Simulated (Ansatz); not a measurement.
# Residual resistivity of an alloy: Pt(111) with 4 layers of random Pt-Os, 2x2, part 2 of 2

Aim: the residual resistivity of a random alloy, from Pt(111) with 4 layers of random Pt-Os, 2x2 and longer regions.

Ansatz 0.2.0; Ansatz plane-wave DFT, PBE, PAW files; ballistic transport by layer matching (Landauer), zero bias; PAW set soft_1.

So far. Step 2 (With 4 alloy layers): Over the solved energies the transmission per spin lies between 2.88 and 3.10, out of 6.74 channels of the lead on average (up to 7.06).

### Step 3. With 8 alloy layers

System of this step: Pt(111) with 8 layers of random Pt-Os, 2x2. The cell holds 56 atoms: 48 Pt and 8 Os. Its edges and angles: a = 5.546 Å, b = 5.546 Å, c = 31.740 Å, α = 87.5°, β = 92.5°, γ = 120.0°. It derives from Pt. Regions: lead, 24 atoms (24 Pt); scattering region, 32 atoms (24 Pt and 8 Os). The structure is stacked along c, and the current runs across the ab planes.

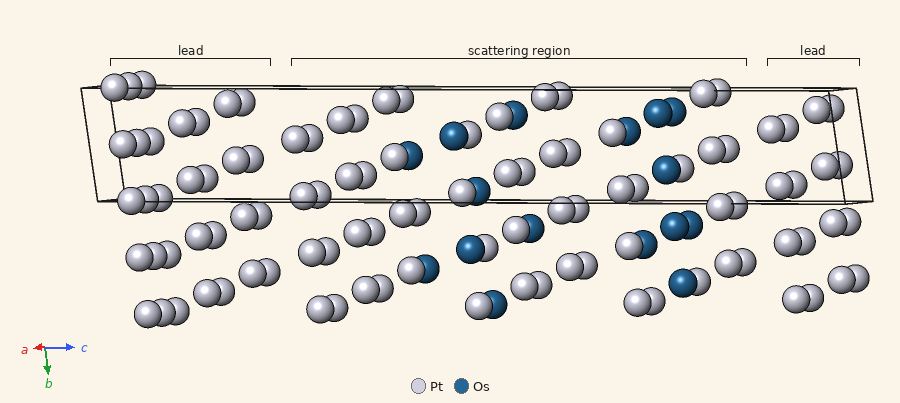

The cell of this step (platinum light grey, osmium blue). 1×2×1 cells are drawn. Some periodic images of atoms are drawn too.

input.yaml reads:

```yaml
crystal:
  lattice:
    - [5.5462627489, 0.0, 0.0]
    - [-2.7731313745, 4.8032044366, 0.0]
    - [-1.3865656872, 0.8005340728, 31.6995319999]
  atoms:
    - { symbol: Pt, position: [0.005952381, 0.994047619, 0.0357142857] }
    - { symbol: Pt, position: [0.005952381, 0.494047619, 0.0357142857] }
    - { symbol: Pt, position: [0.505952381, 0.994047619, 0.0357142857] }
    - { symbol: Pt, position: [0.505952381, 0.494047619, 0.0357142857] }
    - { symbol: Pt, position: [0.1845238095, 0.3154761905, 0.1071428571] }
    - { symbol: Pt, position: [0.1845238095, 0.8154761905, 0.1071428571] }
    - { symbol: Pt, position: [0.6845238095, 0.3154761905, 0.1071428571] }
    - { symbol: Pt, position: [0.6845238095, 0.8154761905, 0.1071428571] }
    - { symbol: Pt, position: [0.3630952381, 0.1369047619, 0.1785714286] }
    - { symbol: Pt, position: [0.3630952381, 0.6369047619, 0.1785714286] }
    - { symbol: Pt, position: [0.8630952381, 0.1369047619, 0.1785714286] }
    - { symbol: Pt, position: [0.8630952381, 0.6369047619, 0.1785714286] }
    - { symbol: Pt, position: [0.0416666667, 0.9583333333, 0.25] }
    - { symbol: Pt, position: [0.0416666667, 0.4583333333, 0.25] }
    - { symbol: Pt, position: [0.5416666667, 0.9583333333, 0.25] }
    - { symbol: Pt, position: [0.5416666667, 0.4583333333, 0.25] }
    - { symbol: Pt, position: [0.2202380952, 0.2797619048, 0.3214285714] }
    - { symbol: Pt, position: [0.2202380952, 0.7797619048, 0.3214285714] }
    - { symbol: Pt, position: [0.7202380952, 0.2797619048, 0.3214285714] }
    - { symbol: Pt, position: [0.7202380952, 0.7797619048, 0.3214285714] }
    - { symbol: Pt, position: [0.3988095238, 0.1011904762, 0.3928571429] }
    - { symbol: Os, position: [0.3988095238, 0.6011904762, 0.3928571429] }
    - { symbol: Pt, position: [0.8988095238, 0.1011904762, 0.3928571429] }
    - { symbol: Pt, position: [0.8988095238, 0.6011904762, 0.3928571429] }
    - { symbol: Os, position: [0.0773809524, 0.9226190476, 0.4642857143] }
    - { symbol: Pt, position: [0.0773809524, 0.4226190476, 0.4642857143] }
    - { symbol: Pt, position: [0.5773809524, 0.9226190476, 0.4642857143] }
    - { symbol: Os, position: [0.5773809524, 0.4226190476, 0.4642857143] }
    - { symbol: Os, position: [0.255952381, 0.244047619, 0.5357142857] }
    - { symbol: Pt, position: [0.255952381, 0.744047619, 0.5357142857] }
    - { symbol: Pt, position: [0.755952381, 0.244047619, 0.5357142857] }
    - { symbol: Pt, position: [0.755952381, 0.744047619, 0.5357142857] }
    - { symbol: Pt, position: [0.4345238095, 0.0654761905, 0.6071428571] }
    - { symbol: Pt, position: [0.4345238095, 0.5654761905, 0.6071428571] }
    - { symbol: Pt, position: [0.9345238095, 0.0654761905, 0.6071428571] }
    - { symbol: Pt, position: [0.9345238095, 0.5654761905, 0.6071428571] }
    - { symbol: Pt, position: [0.1130952381, 0.8869047619, 0.6785714286] }
    - { symbol: Os, position: [0.1130952381, 0.3869047619, 0.6785714286] }
    - { symbol: Pt, position: [0.6130952381, 0.8869047619, 0.6785714286] }
    - { symbol: Pt, position: [0.6130952381, 0.3869047619, 0.6785714286] }
    - { symbol: Os, position: [0.2916666667, 0.2083333333, 0.75] }
    - { symbol: Pt, position: [0.2916666667, 0.7083333333, 0.75] }
    - { symbol: Os, position: [0.7916666667, 0.2083333333, 0.75] }
    - { symbol: Os, position: [0.7916666667, 0.7083333333, 0.75] }
    - { symbol: Pt, position: [0.4702380952, 0.0297619048, 0.8214285714] }
    - { symbol: Pt, position: [0.4702380952, 0.5297619048, 0.8214285714] }
    - { symbol: Pt, position: [0.9702380952, 0.0297619048, 0.8214285714] }
    - { symbol: Pt, position: [0.9702380952, 0.5297619048, 0.8214285714] }
    - { symbol: Pt, position: [0.1488095238, 0.8511904762, 0.8928571429] }
    - { symbol: Pt, position: [0.1488095238, 0.3511904762, 0.8928571429] }
    - { symbol: Pt, position: [0.6488095238, 0.8511904762, 0.8928571429] }
    - { symbol: Pt, position: [0.6488095238, 0.3511904762, 0.8928571429] }
    - { symbol: Pt, position: [0.3273809524, 0.1726190476, 0.9642857143] }
    - { symbol: Pt, position: [0.3273809524, 0.6726190476, 0.9642857143] }
    - { symbol: Pt, position: [0.8273809524, 0.1726190476, 0.9642857143] }
    - { symbol: Pt, position: [0.8273809524, 0.6726190476, 0.9642857143] }
kpoints:
  mp_grid: { grid: [5, 5, 1] }
hamiltonian:
  xc: pbe
  pseudopotentials: { kind: paw, azcp: { folder: soft_1 } }
scf:
  occupations: { method: fermi_dirac, width: 0.1 }
output:
  transmission:
    leads: [[0, 4]]
    kmesh: [10, 10]
    e_range: [-0.05, 0.05]
    de: 0.05
  write_potential: true
  write_density: true
  volumetric_format: npy
```

Launch:

```bash
$ ansatz run input.yaml --threads 4 --pin off --max-ram 15360MiB --backend cpu --events-out ev --progress --plain --runs-dir out
```

Numbers of over 12 decimals in the logs are rounded to 6 here.

Log:

```text
[...]
Crystal: 56 atoms, lattice volume = 844.470 Å³
Basis set: ecut = 420 eV, 16521 PW (Γ)
Bands: 596, of which v1, the nominal top of the filled ones, is band 496 counted from 1 (495 counted from 0)
Symmetry: 1 space group operations
[...]
k-points: 13 of 25 (time reversal used)
[...]
SCF iter   1: F=—  HF=-692310.613935 eV  |F-HF|=—  |Δ(HF+E_count)|=         —  Δρ=1.37e-1  dr2=1.58e3  ethr=3.10e-3  ⟨swp⟩=5.0  Hψ=23550  notcnv=0  defer=173
[...]
SCF iter  11: F=-692270.516478 eV  HF=-692270.516478 eV  |F-HF|=1.09e-8  |Δ(HF+E_count)|=   3.96e-9  Δρ=4.21e-7  dr2=1.19e-8  ethr=1.01e-11  ⟨swp⟩=8.4  Hψ=22046  notcnv=0
SCF 1 converged in 11 iterations: F = -692270.516478 eV  dr2 = 1.19e-8
[...]
transmission: 300 of 2964 steps passed
transmission: 594 of 2964 steps passed
[...]
transmission: 2964 of 2964 steps passed
SCF converged after 11 iterations
Free energy (F): -692270.516478 eV
[...]
Internal energy: -692267.889239 eV  (E = F + TS)
E sigma→0 (E₀):  -692269.202859 eV
Entropy (-TS):   -2.627238 eV (-46.915 meV/atom)
Fermi energy:    23.561127 eV
[...]
--- Band table (eV; the first three rows and the last of 13) ---
  k-point 0: bands = [... 492 lower, 23.8304, 23.8366, 23.8449, 23.8528, 23.9022, 23.9225, 23.9584, 23.9658, ... 96 higher]
  k-point 1: bands = [... 492 lower, 23.6367, 23.6533, 23.6910, 23.7134, 23.7353, 23.7532, 23.7756, 23.8073, ... 96 higher]
  k-point 2: bands = [... 492 lower, 23.4363, 23.4684, 23.5008, 23.5224, 23.5328, 23.5782, 23.5898, 23.6268, ... 96 higher]
  k-point 12: bands = [... 492 lower, 23.4323, 23.4686, 23.4848, 23.5325, 23.5613, 23.5759, 23.5867, 23.6005, ... 96 higher]
--- Transmission ---
  basis      : 241 plane waves across, 57 finite elements along
  points     : 52, standing for a mesh of 10 x 10
[...]
channels       : 7.010000e0 a spin
[...]
junction   : crystal 0 to crystal 0, 2.96 to 32.40 Å
    transmission   : 2.183301e0 a spin
[...]
```

Run time: 16 min. Hardware: 4 threads of Arm Neoverse V1, shared host; peak memory 9.6 GiB; 63 min of CPU time.

Numbers from this step:

```
free energy                                    : -692270.5165 eV
energy at zero smearing                        : -692269.2029 eV
Fermi energy                                   : 23.56 eV
transmission per spin nearest the Fermi level  : 2.183
open channels per spin nearest the Fermi level : 7.01
step of the lead's potential                   : 5.6 meV
```

Per spin. Transmission, zone mean against energy, zero at the Fermi level:

| energy (eV) | transmission, zone mean |
| --- | --- |
| -0.0500 | 2.34 |
| 0.0000 | 2.18 |
| 0.0500 | 2.10 |

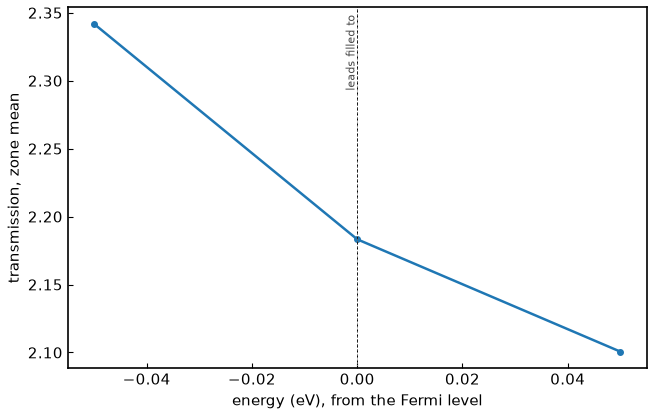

Transmission, zone mean, plotted against energy.

Over the solved energies the transmission per spin lies between 2.10 and 2.34, out of 6.79 channels of the lead on average (up to 7.04).

### Step 4. With 12 alloy layers

System of this step: Pt(111) with 12 layers of random Pt-Os, 2x2. The cell holds 72 atoms: 60 Pt and 12 Os. Cell: a = 5.546 Å, b = 5.546 Å, c = 40.757 Å, α = 90.0°, β = 90.0°, γ = 120.0°. It derives from Pt. Regions: lead, 24 atoms (24 Pt); scattering region, 48 atoms (36 Pt and 12 Os). The structure is stacked along c, and the current runs across the ab planes.

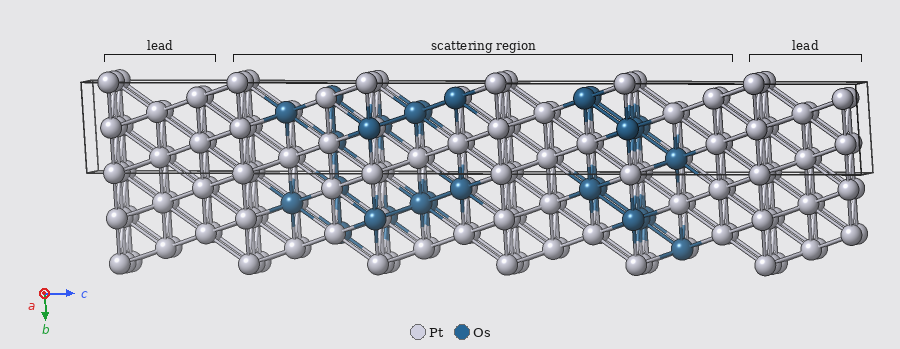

The cell of this step (platinum light grey, osmium blue). 1×2×1 cells are drawn. Some periodic images of atoms are drawn too.

input.yaml reads:

```yaml
crystal:
  lattice:
    - [5.5462627489, 0.0, 0.0]
    - [-2.7731313745, 4.8032044366, 0.0]
    - [0.0, 0.0, 40.7565411427]
  atoms:
    - { symbol: Pt, position: [0.0, 0.0, 0.0277777778] }
    - { symbol: Pt, position: [0.0, 0.5, 0.0277777778] }
    - { symbol: Pt, position: [0.5, 0.0, 0.0277777778] }
    - { symbol: Pt, position: [0.5, 0.5, 0.0277777778] }
    - { symbol: Pt, position: [0.1666666667, 0.3333333333, 0.0833333333] }
    - { symbol: Pt, position: [0.1666666667, 0.8333333333, 0.0833333333] }
    - { symbol: Pt, position: [0.6666666667, 0.3333333333, 0.0833333333] }
    - { symbol: Pt, position: [0.6666666667, 0.8333333333, 0.0833333333] }
    - { symbol: Pt, position: [0.3333333333, 0.1666666667, 0.1388888889] }
    - { symbol: Pt, position: [0.3333333333, 0.6666666667, 0.1388888889] }
    - { symbol: Pt, position: [0.8333333333, 0.1666666667, 0.1388888889] }
    - { symbol: Pt, position: [0.8333333333, 0.6666666667, 0.1388888889] }
    - { symbol: Pt, position: [0.0, 0.0, 0.1944444444] }
    - { symbol: Pt, position: [0.0, 0.5, 0.1944444444] }
    - { symbol: Pt, position: [0.5, 0.0, 0.1944444444] }
    - { symbol: Pt, position: [0.5, 0.5, 0.1944444444] }
    - { symbol: Pt, position: [0.1666666667, 0.3333333333, 0.25] }
    - { symbol: Pt, position: [0.1666666667, 0.8333333333, 0.25] }
    - { symbol: Os, position: [0.6666666667, 0.3333333333, 0.25] }
    - { symbol: Pt, position: [0.6666666667, 0.8333333333, 0.25] }
    - { symbol: Os, position: [0.3333333333, 0.1666666667, 0.3055555556] }
    - { symbol: Os, position: [0.3333333333, 0.6666666667, 0.3055555556] }
    - { symbol: Pt, position: [0.8333333333, 0.1666666667, 0.3055555556] }
    - { symbol: Pt, position: [0.8333333333, 0.6666666667, 0.3055555556] }
    - { symbol: Pt, position: [0.0, 0.0, 0.3611111111] }
    - { symbol: Os, position: [0.0, 0.5, 0.3611111111] }
    - { symbol: Pt, position: [0.5, 0.0, 0.3611111111] }
    - { symbol: Pt, position: [0.5, 0.5, 0.3611111111] }
    - { symbol: Os, position: [0.1666666667, 0.3333333333, 0.4166666667] }
    - { symbol: Pt, position: [0.1666666667, 0.8333333333, 0.4166666667] }
    - { symbol: Os, position: [0.6666666667, 0.3333333333, 0.4166666667] }
    - { symbol: Pt, position: [0.6666666667, 0.8333333333, 0.4166666667] }
    - { symbol: Pt, position: [0.3333333333, 0.1666666667, 0.4722222222] }
    - { symbol: Pt, position: [0.3333333333, 0.6666666667, 0.4722222222] }
    - { symbol: Os, position: [0.8333333333, 0.1666666667, 0.4722222222] }
    - { symbol: Pt, position: [0.8333333333, 0.6666666667, 0.4722222222] }
    - { symbol: Pt, position: [0.0, 0.0, 0.5277777778] }
    - { symbol: Pt, position: [0.0, 0.5, 0.5277777778] }
    - { symbol: Pt, position: [0.5, 0.0, 0.5277777778] }
    - { symbol: Pt, position: [0.5, 0.5, 0.5277777778] }
    - { symbol: Pt, position: [0.1666666667, 0.3333333333, 0.5833333333] }
    - { symbol: Pt, position: [0.1666666667, 0.8333333333, 0.5833333333] }
    - { symbol: Pt, position: [0.6666666667, 0.3333333333, 0.5833333333] }
    - { symbol: Pt, position: [0.6666666667, 0.8333333333, 0.5833333333] }
    - { symbol: Os, position: [0.3333333333, 0.1666666667, 0.6388888889] }
    - { symbol: Pt, position: [0.3333333333, 0.6666666667, 0.6388888889] }
    - { symbol: Os, position: [0.8333333333, 0.1666666667, 0.6388888889] }
    - { symbol: Pt, position: [0.8333333333, 0.6666666667, 0.6388888889] }
    - { symbol: Pt, position: [0.0, 0.0, 0.6944444444] }
    - { symbol: Os, position: [0.0, 0.5, 0.6944444444] }
    - { symbol: Pt, position: [0.5, 0.0, 0.6944444444] }
    - { symbol: Os, position: [0.5, 0.5, 0.6944444444] }
    - { symbol: Pt, position: [0.1666666667, 0.3333333333, 0.75] }
    - { symbol: Pt, position: [0.1666666667, 0.8333333333, 0.75] }
    - { symbol: Pt, position: [0.6666666667, 0.3333333333, 0.75] }
    - { symbol: Os, position: [0.6666666667, 0.8333333333, 0.75] }
    - { symbol: Pt, position: [0.3333333333, 0.1666666667, 0.8055555556] }
    - { symbol: Pt, position: [0.3333333333, 0.6666666667, 0.8055555556] }
    - { symbol: Pt, position: [0.8333333333, 0.1666666667, 0.8055555556] }
    - { symbol: Pt, position: [0.8333333333, 0.6666666667, 0.8055555556] }
    - { symbol: Pt, position: [0.0, 0.0, 0.8611111111] }
    - { symbol: Pt, position: [0.0, 0.5, 0.8611111111] }
    - { symbol: Pt, position: [0.5, 0.0, 0.8611111111] }
    - { symbol: Pt, position: [0.5, 0.5, 0.8611111111] }
    - { symbol: Pt, position: [0.1666666667, 0.3333333333, 0.9166666667] }
    - { symbol: Pt, position: [0.1666666667, 0.8333333333, 0.9166666667] }
    - { symbol: Pt, position: [0.6666666667, 0.3333333333, 0.9166666667] }
    - { symbol: Pt, position: [0.6666666667, 0.8333333333, 0.9166666667] }
    - { symbol: Pt, position: [0.3333333333, 0.1666666667, 0.9722222222] }
    - { symbol: Pt, position: [0.3333333333, 0.6666666667, 0.9722222222] }
    - { symbol: Pt, position: [0.8333333333, 0.1666666667, 0.9722222222] }
    - { symbol: Pt, position: [0.8333333333, 0.6666666667, 0.9722222222] }
kpoints:
  mp_grid: { grid: [5, 5, 1] }
hamiltonian:
  xc: pbe
  pseudopotentials: { kind: paw, azcp: { folder: soft_1 } }
scf:
  occupations: { method: fermi_dirac, width: 0.1 }
output:
  transmission:
    leads: [[0, 4]]
    kmesh: [10, 10]
    e_range: [-0.05, 0.05]
    de: 0.05
  write_potential: true
  write_density: true
  volumetric_format: npy
```

Log:

```text
[...]
Crystal: 72 atoms, lattice volume = 1085.747 Å³
Basis set: ecut = 420 eV, 21305 PW (Γ)
Bands: 764, of which v1, the nominal top of the filled ones, is band 636 counted from 1 (635 counted from 0)
Symmetry: 1 space group operations
[...]
k-points: 13 of 25 (time reversal used)
[...]
SCF iter   1: F=—  HF=-888162.688708 eV  |F-HF|=—  |Δ(HF+E_count)|=         —  Δρ=1.42e-1  dr2=2.79e3  ethr=3.10e-3  ⟨swp⟩=5.0  Hψ=30305  notcnv=0  defer=234
[...]
SCF iter  11: F=-888108.762366 eV  HF=-888108.762366 eV  |F-HF|=1.71e-8  |Δ(HF+E_count)|=   1.75e-9  Δρ=4.11e-7  dr2=1.80e-8  ethr=7.86e-12  ⟨swp⟩=2.0  Hψ=17338  notcnv=0
SCF 1 converged in 11 iterations: F = -888108.762366 eV  dr2 = 1.80e-8
[...]
transmission: 388 of 3848 steps passed
transmission: 772 of 3848 steps passed
[...]
transmission: 3848 of 3848 steps passed
SCF converged after 11 iterations
Free energy (F): -888108.762366 eV
[...]
Internal energy: -888105.426153 eV  (E = F + TS)
E sigma→0 (E₀):  -888107.094260 eV
Entropy (-TS):   -3.336214 eV (-46.336 meV/atom)
Fermi energy:    23.580588 eV
[...]
--- Band table (eV; the first three rows and the last of 13) ---
  k-point 0: bands = [... 632 lower, 23.8698, 23.8841, 23.8854, 23.8900, 23.9333, 23.9556, 23.9882, 23.9917, ... 124 higher]
  k-point 1: bands = [... 632 lower, 23.6694, 23.6811, 23.7153, 23.7398, 23.7495, 23.7834, 23.7970, 23.8072, ... 124 higher]
  k-point 2: bands = [... 632 lower, 23.4514, 23.4818, 23.5011, 23.5235, 23.5540, 23.5623, 23.5864, 23.6149, ... 124 higher]
  k-point 12: bands = [... 632 lower, 23.4832, 23.5069, 23.5444, 23.5581, 23.5672, 23.5904, 23.6132, 23.6335, ... 124 higher]
--- Transmission ---
  basis      : 241 plane waves across, 74 finite elements along
  points     : 52, standing for a mesh of 10 x 10
[...]
channels       : 6.890000e0 a spin
[...]
junction   : crystal 0 to crystal 0, 0.70 to 39.19 Å
    transmission   : 1.791880e0 a spin
[...]
```

Wall time 29 min (4 threads); peak memory 8.4 GiB.

This step gave:

```yaml
free_energy: -888108.7624 eV
energy_at_zero_smearing: -888107.0943 eV
fermi_energy: 23.58 eV
transmission_per_spin_nearest_the_fermi_level: 1.792
open_channels_per_spin_nearest_the_fermi_level: 6.89
step_of_the_lead_s_potential: 5.1 meV
```

Per spin. Table of transmission, zone mean by energy, zero at the Fermi level:

| energy (eV) | transmission, zone mean |
| --- | --- |
| -0.0500 | 1.90 |
| 0.0000 | 1.79 |
| 0.0500 | 1.66 |

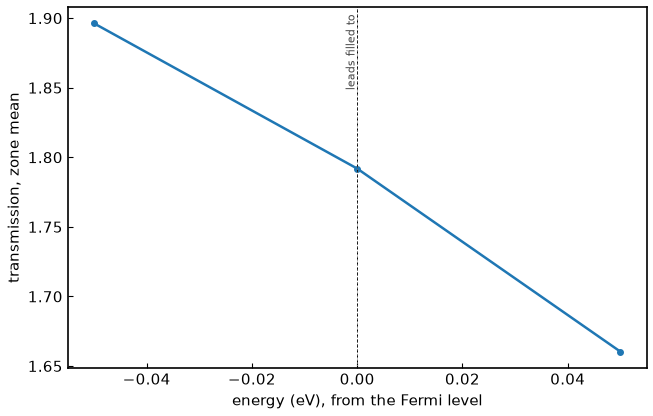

Transmission, zone mean, plotted against energy.

Over the solved energies the transmission per spin lies between 1.66 and 1.90, out of 6.71 channels of the lead on average (up to 7.04).

### Step 5. The fit

This step: Ansatz plane-wave DFT, PBE, PAW files; ballistic transport by layer matching (Landauer), zero bias; residual resistivity from the slope of the area resistance, atoms on the host's lattice; PAW set soft_1 (Ansatz 0.2.0).

Numbers from this step:

* resistivity: 42.65 µΩ cm
* intercept: 0.2645 fΩ m²
* scatter about the fit: 0.009665 fΩ m²

Resistance, by row:

| run | length (Å) | T | channels N | RA (fΩ m²) |
| --- | --- | --- | --- | --- |
| n4 | 9.057 | 2.979 | 6.74 | 0.6439 |
| n8 | 18.11 | 2.209 | 6.793 | 1.051 |
| n12 | 27.17 | 1.783 | 6.713 | 1.416 |

Table of area resistance by length of the alloy:

| length of the alloy (Å) | area resistance (fΩ m²) |
| --- | --- |
| 9.06 | 0.644 |
| 18.11 | 1.05 |
| 27.17 | 1.42 |

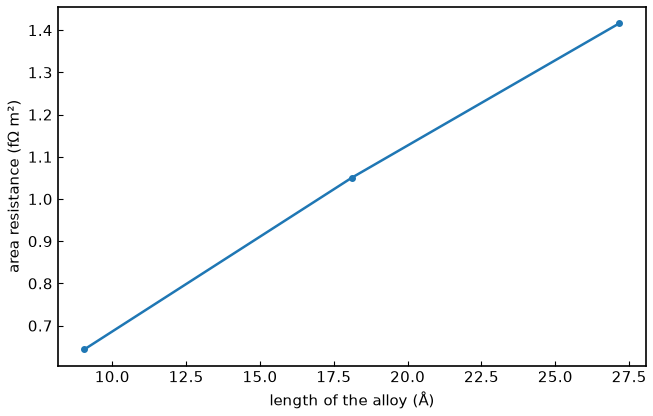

Area resistance against length of the alloy.

The area resistance goes from 0.64 to 1.4 fΩ m² between 9.1 and 27.2 Å, a slope of 43 µΩ cm.

By hand from the end points: (1.416 − 0.6439) fΩ m² / (27.17 − 9.06) Å = 43 µΩ cm, since 1 fΩ m² per Å is 1000 µΩ cm.

### Step 6. What came out

```
resistivity from the slope  : 42.6 µΩ cm
area resistance over 9.06 Å : 0.644 fΩ m²
area resistance over 18.1 Å : 1.05 fΩ m²
area resistance over 27.2 Å : 1.42 fΩ m²
```

In words: The slope gives 43 µΩ cm. The points scatter by 0.0097 fΩ m² about the line, with one random draw a length in a 2x2 cell, so the slope is a rough value. The lead's own channel count moves between the runs (6.74, 6.79 and 6.71), which shifts RA and the slope too. Read with a model of isotropic scattering on a spherical Fermi surface and the lead's 2.0×10¹⁵ S/m², this slope means a mean free path near 9.0 Å; over these lengths the model's slope is within 3 % of its bulk resistivity. The atoms sit on the host's lattice, so scattering by size misfit is left out. Spin-orbit coupling is left out, which matters for Os and Pt.

[Logs are printed without paths, hosts, clocks, repeated set-up lines and the standing remarks that a program may print on its own settings, such as how far it seeks lower states.]

[Hosts, paths, dates, database ids (printed as entryN), source tags and the programs' standing remarks are cut or masked in the printed files.]
